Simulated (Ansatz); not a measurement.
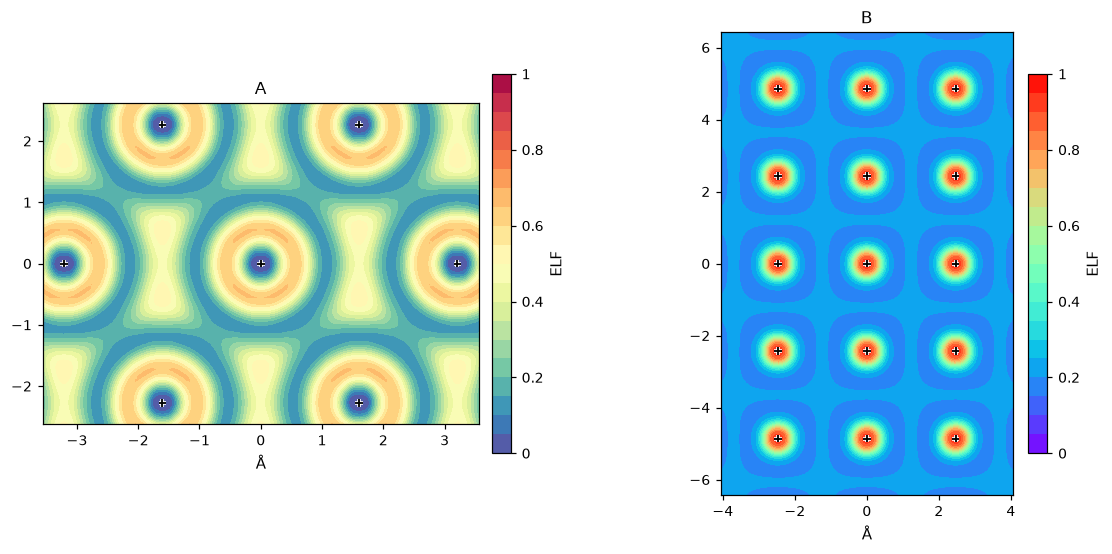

The electron localisation function of 2 systems, each on a plane through atoms (crosses mark nuclei in the plane).

The calculation used Ansatz 0.2.0, DFT PBEsol, scalar-relativistic, plane waves, PAW.

System 1: Cu, the (101) plane of the calculation cell. Space group Cmcm; a structure from a database of computed crystals, not necessarily the ambient phase; computed without spin polarisation.

```yaml
crystal:
  lattice:
    - [-1.21480, -3.95985, 0.00000]
    - [0.00000, 0.00000, -2.46771]
    - [10.93318, -3.95985, 0.00000]
  atoms:
    - { symbol: Cu, position: [0.24094, 0.75000, 0.02677] }
    - { symbol: Cu, position: [0.04094, 0.75000, 0.22677] }
    - { symbol: Cu, position: [0.84094, 0.75000, 0.42677] }
    - { symbol: Cu, position: [0.64094, 0.75000, 0.62677] }
    - { symbol: Cu, position: [0.44094, 0.75000, 0.82677] }
    - { symbol: Cu, position: [0.55906, 0.25000, 0.17323] }
    - { symbol: Cu, position: [0.35906, 0.25000, 0.37323] }
    - { symbol: Cu, position: [0.15906, 0.25000, 0.57323] }
    - { symbol: Cu, position: [0.95906, 0.25000, 0.77323] }
    - { symbol: Cu, position: [0.75906, 0.25000, 0.97323] }
```

System 2: Ti, the (110) plane of the conventional cell. Space group Im-3m; computed without spin polarisation.

```xyz
2
Lattice="3.2102 0.0000 0.0000 0.0000 3.2102 0.0000 0.0000 0.0000 3.2102" Properties=species:S:1:pos:R:3 pbc="T T T"
Ti    0.0000    0.0000    0.0000
Ti    1.6051    1.6051    1.6051
```

### Match each panel to its system.

Panel A is system 2, Ti: the plane holds Ti. Ti–Ti (2.78 Å): the ELF is about 0.20 at the midpoint; no shared electron pair shows on this line. Panel B is system 1, Cu: the plane holds Cu. Cu–Cu (2.43 Å): the ELF is about 0.20 at the midpoint: no localised pair shows between them.
